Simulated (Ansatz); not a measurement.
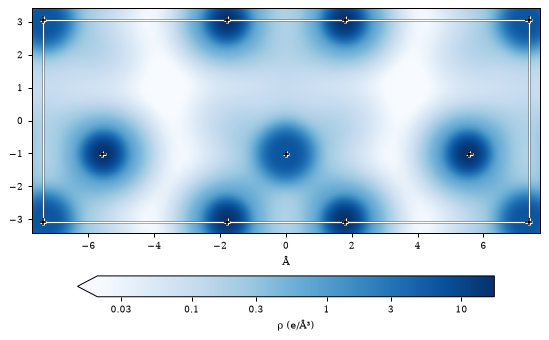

The valence electron density on a plane through atoms (crosses mark nuclei in the plane).

Method: DFT, HSE06, plane waves, PAW in Ansatz 0.2.0.

Candidates:
A. Te2Mo, a = 3.54 Å, b = 3.54 Å, c = 14.74 Å, α = 90.00°, β = 90.00°, γ = 120.00°. Space group P6₃/mmc; started from the 2H (MoS2) bulk prototype, which need not be the ambient phase; changed on purpose from its base cell (uniaxial z strain +4.0%); not relaxed (largest force 0.3 eV/Å); computed pressure about −2 GPa in this cell; computed without spin polarisation.
B. WS2, a = 3.17 Å, b = 3.17 Å, c = 12.24 Å, α = 90.00°, β = 90.00°, γ = 120.00°. Space group P6₃/mmc; started from the 2H (MoS2) bulk prototype, which need not be the ambient phase; changed on purpose from its base cell (uniaxial z strain -2.0%).

Which candidate gave the map?

Candidate A: Te2Mo on the (110) plane of the conventional cell, which holds Mo and Te. Te–Mo (2.72 Å): ρ is about 0.46 e/Å³ halfway.
